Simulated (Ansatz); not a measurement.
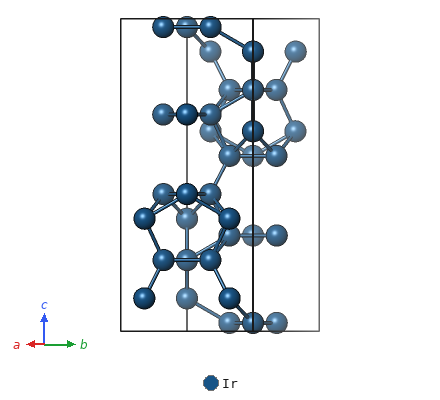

The structure, seen along [210]; the drawing may span several cells.

Given this structure, the geometry relaxed with DFT PBEsol, scalar-relativistic, plane waves, PAW in Ansatz; the starting structure was generated, so it need not be a known form of this composition, written in its standard cell:

```
Ir
1.0
     6.99608    0.00000    0.00000
    -3.49804    6.05878    0.00000
     0.00000    0.00000   16.55744
Ir
36
Cartesian
  -2.2600 5.3440 14.8112
  0.0000 1.4295 14.8112
  2.2600 5.3440 14.8112
  2.2600 2.7344 7.2654
  4.7360 2.7344 7.2654
  3.4980 0.5901 7.2654
  -1.2537 4.7630 0.4453
  0.0000 2.5915 0.4453
  1.2537 4.7630 0.4453
  1.2537 3.3153 5.0739
  -1.2537 3.3153 5.0739
  0.0000 5.4869 5.0739
  4.7360 1.3048 3.7729
  3.4980 3.4491 3.7729
  2.2600 1.3048 3.7729
  -1.2380 4.7540 12.7845
  1.2380 4.7540 12.7845
  0.0000 2.6097 12.7845
  5.7423 0.7239 5.9644
  3.4980 4.6111 5.9644
  1.2537 0.7239 5.9644
  -2.2443 5.3349 10.5930
  2.2443 5.3349 10.5930
  0.0000 1.4477 10.5930
  1.2380 3.3244 9.2921
  0.0000 5.4687 9.2921
  -1.2380 3.3244 9.2921
  5.7581 0.7148 1.7462
  1.2380 0.7148 1.7462
  3.4980 4.6293 1.7462
  2.2443 2.7434 11.4835
  3.4980 0.5719 11.4835
  4.7518 2.7434 11.4835
  4.7518 1.2957 16.1122
  2.2443 1.2957 16.1122
  3.4980 3.4673 16.1122
```

### What does the kinematic electron diffraction pattern along [210] look like at 200 kV (B = 0.5 Å²)?

The spots form a rectangular net whose two shortest vectors correspond to d = 5.52 Å and 3.50 Å, 90.0° apart. They are 0 0 3 and 1 -2 0. The pattern has symmetry 2mm. The lattice centring (R) removes all reflections that break −h + k + l = 3n; reflections such as 1 -2 -6, 1 -2 6, 2 -4 -6 are allowed but too weak to see at this display level.

Strongest reflections with d > 1.23 Å, one of each family (|F|² from tabulated Gaussian fits of the electron scattering factors, times a small damping for the curvature of the Ewald sphere):

```
   hkl  d (Å)  I (strongest = 100)
 0 0 9  1.840                   78
 0 0 3  5.519                   61
0 0 12  1.380                   12
2 -4 0  1.749                    9
1 -2 0  3.498                    5
 0 0 6  2.760                    3
```

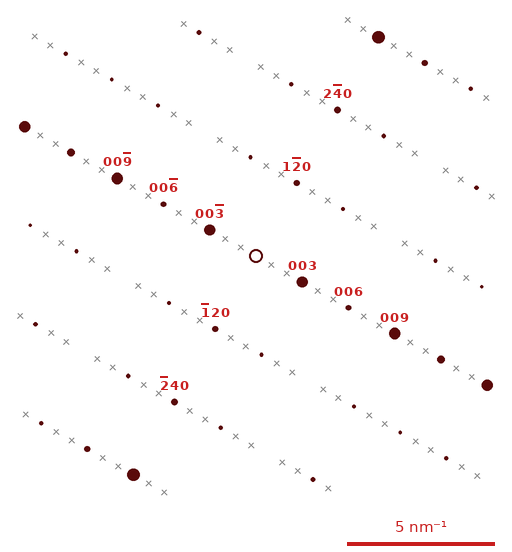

Calculated pattern, seen from the source side with [210] pointing towards the source; crosses mark the places of extinct reflections.
